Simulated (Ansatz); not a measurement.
**SrTiO3: density, localisation and related maps**

```xyz
10
Lattice="3.8677 0.0000 0.0000 0.0000 11.6031 0.0000 0.0000 -2.9008 2.7667" Properties=species:S:1:pos:R:3 pbc="T T T"
Sr    0.0000    0.0000    0.0000
Sr    0.0000    5.8016    0.0000
Ti    1.9339    2.9008    0.0000
Ti    1.9339    8.7023    0.0000
O     1.9339   -1.4504    1.3833
O     1.9339    4.3512    1.3833
O     1.9339    1.4504    1.3833
O     1.9339    7.2520    1.3833
O     0.0000    2.9008    0.0000
O     0.0000    8.7023    0.0000
```

Space group Cmmm; computed pressure about −3 GPa in this cell; computed without spin polarisation.

Level of theory: DFT PBE, scalar-relativistic, plane waves, PAW (Ansatz).

The density is the valence pseudo-density of a PAW calculation; it isn't the true density close to the nuclei.

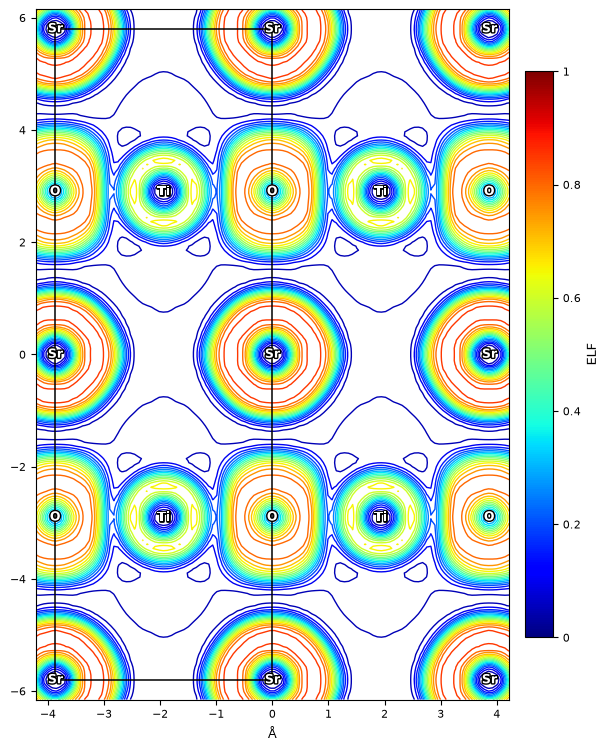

Figure 1. Electron localisation function on the (001) plane of the calculation cell.

Read the bonding off the picture.

Answer. Atoms in the plane: Sr, Ti and O.
Ti–O (1.93 Å): the ELF peaks at about 0.85 in the valence shell of O, 0.6 Å from its nucleus, and is about 0.20 at the midpoint; no shared electron pair shows on this line.
Sr–O (2.90 Å): the ELF is about 0.05 at the midpoint; an ionic contact with no shared pair.
The features right at Sr and Ti lie inside the PAW spheres, where the map follows smoothed inner orbitals and isn't to be read closely.

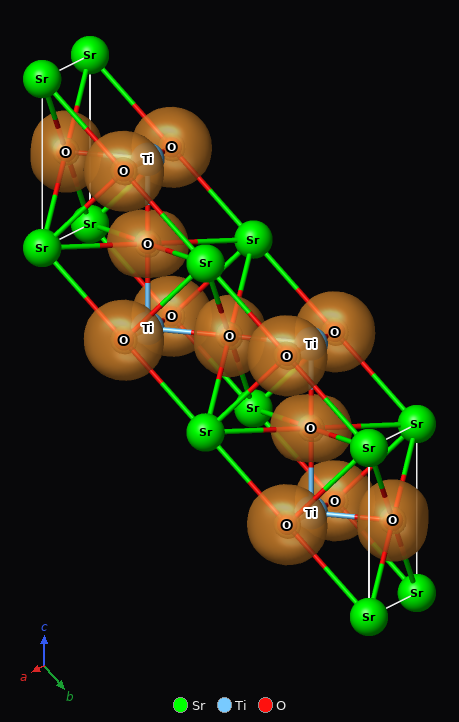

Figure 2. Isosurface of the electron localisation function at 0.65 (orange), seen slightly off an axis. Core shells and regions of very low density are left out. Sticks mark near contacts.

What do the ELF domains correspond to?

Answer. The surface consists of six regions wrapped around O (the valence shell of each), counted in one cell of 10 atoms. Regions shared between cells count once. Along the contacts the grid gives the following. Sr–O (2.77 Å): the ELF is about 0.05 at the midpoint (an ionic contact with no shared pair).

Metal or insulator at this level of theory?

Answer. It is gapped, with a Kohn–Sham gap of 1.8 eV on the k-point mesh (the band edges may lie off the mesh, which would make the gap smaller).
